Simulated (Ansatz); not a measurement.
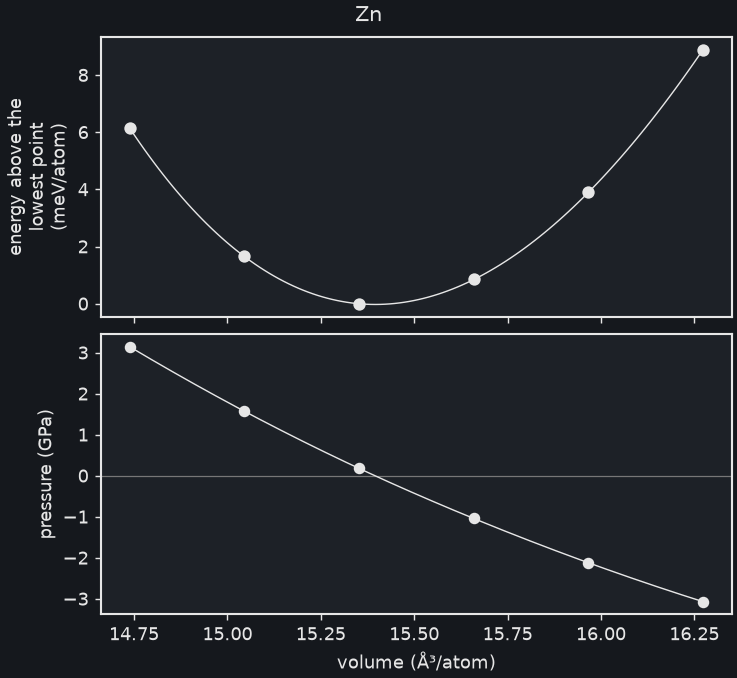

Plotted: energy above the lowest point and pressure against volume for Zn, space group Im-3m (No. 229) (one of a set of cubic test structures, which need not be the stable phase).

Computed with Ansatz 0.2.0 development build: equation of state of a cubic crystal from periodic Kohn-Sham density functional theory without spin, third-order Birch-Murnaghan fit to the free energies; pressure corrected for the finite basis. Level: PBE.

- structure type: bcc
- atoms in cell: 1
- space group number: 229
- lattice centring: body-centred primitive
- k mesh: 25×25×25
- occupation method: Fermi–Dirac
- occupation width: 0.06123 eV
- wave cutoff: 660 eV
- datasets: hand-made PAW
- density tolerance: 1e−09 eV
- bands: 14
- density cutoff ratio: 4
- search for lower states: default

**What equilibrium volume and bulk modulus follow from the curve?**

A third-order Birch–Murnaghan fit gives V0 = 15.40 Å³/atom, B0 = 64.2 GPa and B′ = 5.3.

**Read off the course of the pressure.**

It falls from 3.146 GPa at volume 14.74 Å³/atom to −3.069 GPa at 16.27 Å³/atom, and changes sign near 15.40 Å³/atom.

Note: cubic model structure, not the ambient form.
